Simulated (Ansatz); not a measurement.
AlN

Space group F-43m; the calculation finds a residual pressure of about 5 GPa at this fixed cell. This isn't the usual form at ambient conditions. The cell comes from a database of computed structures, not from a measurement.

```cif
data_structure
_symmetry_space_group_name_H-M 'P 1'
_symmetry_Int_Tables_number 1
_cell_length_a 4.3680
_cell_length_b 4.3680
_cell_length_c 4.3680
_cell_angle_alpha 90.000
_cell_angle_beta 90.000
_cell_angle_gamma 90.000
_cell_volume 83.34
loop_
_atom_site_label
_atom_site_type_symbol
_atom_site_fract_x
_atom_site_fract_y
_atom_site_fract_z
_atom_site_occupancy
Al1 Al 0.50000 0.50000 0.00000 1
Al2 Al 0.00000 0.50000 0.50000 1
Al3 Al 0.00000 0.00000 0.00000 1
Al4 Al 0.50000 0.00000 0.50000 1
N1 N 0.75000 0.75000 0.25000 1
N2 N 0.25000 0.75000 0.75000 1
N3 N 0.25000 0.25000 0.25000 1
N4 N 0.75000 0.25000 0.75000 1
```

These are results of DFT PBE, scalar-relativistic, plane waves, PAW (Ansatz 0.2.0), not measurements.

### What will a map of ρ − Σ ρ(atoms) show?

Al–N (1.89 Å): Δρ is +0.18 e/Å³ at the midpoint (close to a masked core, so read it with care).
- Over the whole cell, outside the masked cores, the largest gain lies at the edge of the masked core of N, and the largest loss lies at the edge of the masked core of Al.
- The rearranged charge, half the integral of |Δρ|, is about 0.33 e an atom.
- Bader charges: Al +2.43 and N −2.43 e.

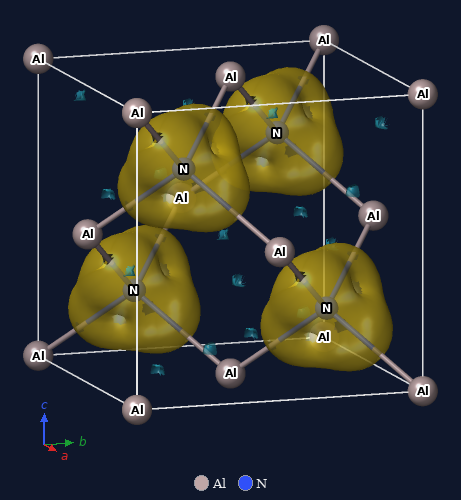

Computed deformation density: yellow surfaces at +0.1 and cyan ones at −0.1 e/Å³, in the conventional cell seen slightly off an axis (the regions close to the nuclei are left out).

Cores are masked to 0.8 Å (Al) and 0.6 Å (N).

In a PAW calculation such maps are meaningful between the atoms, not at the nuclei.
